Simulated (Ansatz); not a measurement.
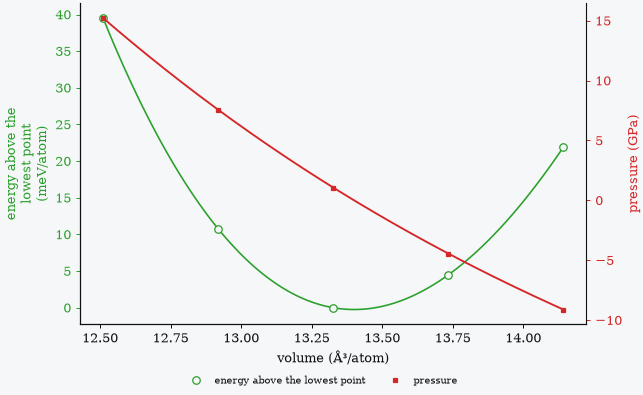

The picture above shows the energy above the lowest point and pressure against volume for CeO₂, space group Fm-3m (No. 225) (one of a set of cubic test structures, which need not be the stable phase).

Computed with Ansatz 0.2.0 development build: equation of state of a cubic crystal from periodic Kohn-Sham density functional theory without spin, third-order Birch-Murnaghan fit to the free energies; pressure corrected for the finite basis. Level: r2SCAN.

```json
{"setting": "structure type", "value": "fluorite"}
{"setting": "atoms in cell", "value": "3"}
{"setting": "space group number", "value": "225"}
{"setting": "lattice centring", "value": "face-centred primitive"}
{"setting": "k mesh", "value": "11×11×11"}
{"setting": "occupation method", "value": "Fermi–Dirac"}
{"setting": "occupation width", "value": "0.1 eV"}
{"setting": "wave cutoff", "value": "500 eV"}
{"setting": "datasets", "value": "soft-1 PAW"}
{"setting": "density tolerance", "value": "1e-07 eV"}
{"setting": "bands", "value": "22"}
{"setting": "density cutoff ratio", "value": "4"}
{"setting": "search for lower states", "value": "default"}
```

**How stiff is the solid, and where is its volume at rest?**

A third-order Birch–Murnaghan fit gives V0 = 13.40 Å³/atom, B0 = 191 GPa and B′ = 4.4.

**What does the pressure do across the range?**

It falls from 15.2 GPa at volume 12.51 Å³/atom to −9.1 GPa at 14.14 Å³/atom, and changes sign near 13.41 Å³/atom.
